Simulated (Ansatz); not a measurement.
Input structure:

```
Hf Si O
1.0
     6.64491    0.00000    0.00000
     0.00000    6.64491    0.00000
     0.00000    0.00000    6.01495
Hf Si O
4 4 16
Direct
  0.00000 0.00000 0.00000
  0.00000 0.50000 0.25000
  0.50000 0.50000 0.50000
  0.50000 0.00000 0.75000
  0.50000 0.00000 0.25000
  0.00000 0.00000 0.50000
  0.00000 0.50000 0.75000
  0.50000 0.50000 0.00000
  0.50000 0.31579 0.81894
  0.68421 0.00000 0.06894
  0.31579 0.00000 0.06894
  0.00000 0.18421 0.31894
  0.31579 0.50000 0.18106
  0.50000 0.18421 0.43106
  0.50000 0.81579 0.43106
  0.18421 0.00000 0.68106
  0.00000 0.81579 0.31894
  0.18421 0.50000 0.56894
  0.81579 0.50000 0.56894
  0.50000 0.68421 0.81894
  0.81579 0.00000 0.68106
  0.00000 0.68421 0.93106
  0.00000 0.31579 0.93106
  0.68421 0.50000 0.18106
```

> Interpret the file: composition, symmetry and coordination.

The solid is HfSiO4. The lattice is body-centred tetragonal and the space group I4_1/amd (No. 141). With Z = 4, the cell contains 4 Hf, 4 Si, 16 O. Hf is coordinated by eight O at 2.14 to 2.28 Å. Si sits among four O in a distorted tetrahedral arrangement at 1.64 Å. O is coordinated by two Hf and one Si (2.14 to 2.28 Å to Hf, 1.64 Å to Si). Not all metal-metal contacts are counted. The bonds build a three-dimensional framework.

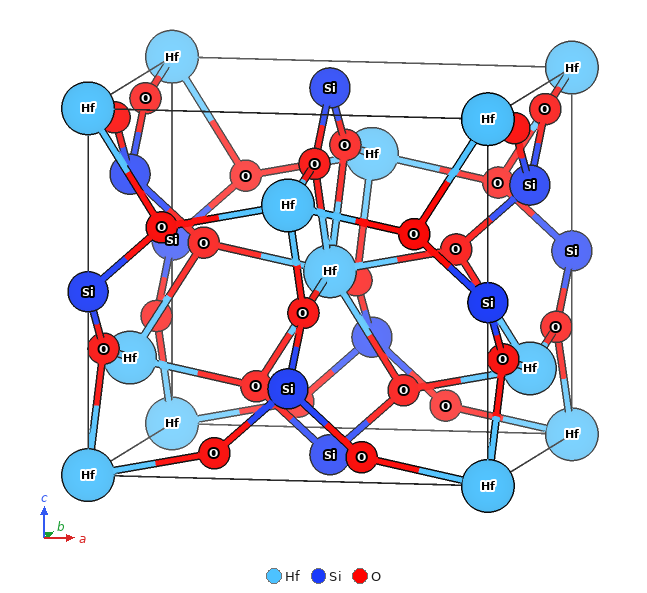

Structure drawing (ball-and-stick), viewed slightly off an axis. One conventional unit cell is framed, with atoms on its boundary repeated.

Origin of the cell: a structure listed in the Materials Project. Atoms and cell were optimised with Ansatz 0.2.0, DFT PBE, scalar-relativistic, plane waves, PAW.
